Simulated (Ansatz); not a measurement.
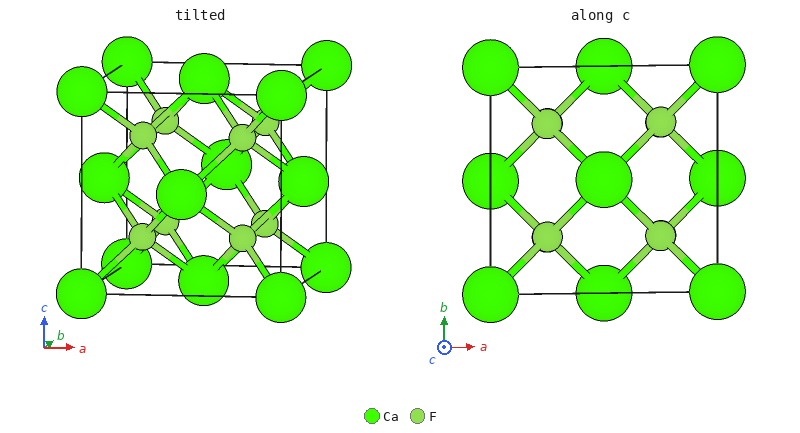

View slightly off an axis and along the c axis, drawn as a ball-and-stick model. The outline marks the drawn cell (a repeat of the simulation cell).

CaF2, a = 5.421 Å, b = 5.421 Å, c = 5.421 Å, α = 89.24°, β = 89.24°, γ = 89.24°. Strictly the space group is R-3m (No. 166, within 0.01 Å). It is a distorted form of a face-centred cubic structure, space group Fm-3m (No. 225) within 0.25 Å: fluorite (CaF₂ type). Origin of the cell: a structure type filled with these elements by a generator (whether the compound takes this form wasn't checked). The cell was then strained or its atoms displaced on purpose. An electronic-structure calculation with Ansatz was run on it.

This one geometry was computed with Ansatz (DFT, plane waves, PAW) at three levels of theory: PBE, r2SCAN and HSE06. It was relaxed with r2SCAN and then strained.

### Which level gives the highest pressure at this volume, and what does that say about its equilibrium volume?

Highest: PBE (4.3 GPa), which points to the largest equilibrium volume. Lowest, with the smallest volume: r2SCAN (1.0 GPa). Levels within 0.5 GPa of each other can't be told apart.

### How does the band gap change with the level of theory?

PBE: a gap of 7.44 eV, indirect; r2SCAN: a gap of 8.09 eV, indirect; HSE06: a gap of 9.52 eV, indirect.

### Collect the results in a table.

| level | cutoff (eV) | k-mesh of the run's cell | gap (eV) | pressure (GPa) |
| --- | --- | --- | --- | --- |
| PBE | 420 | 8×8×8 | 7.44 | 4.3 |
| r2SCAN | 500 | 8×8×8 | 8.09 | 1.0 |
| HSE06 | 420 | 6×6×6 | 9.52 | 2.3 |

Gaps are taken on the k-mesh or band path of each run.
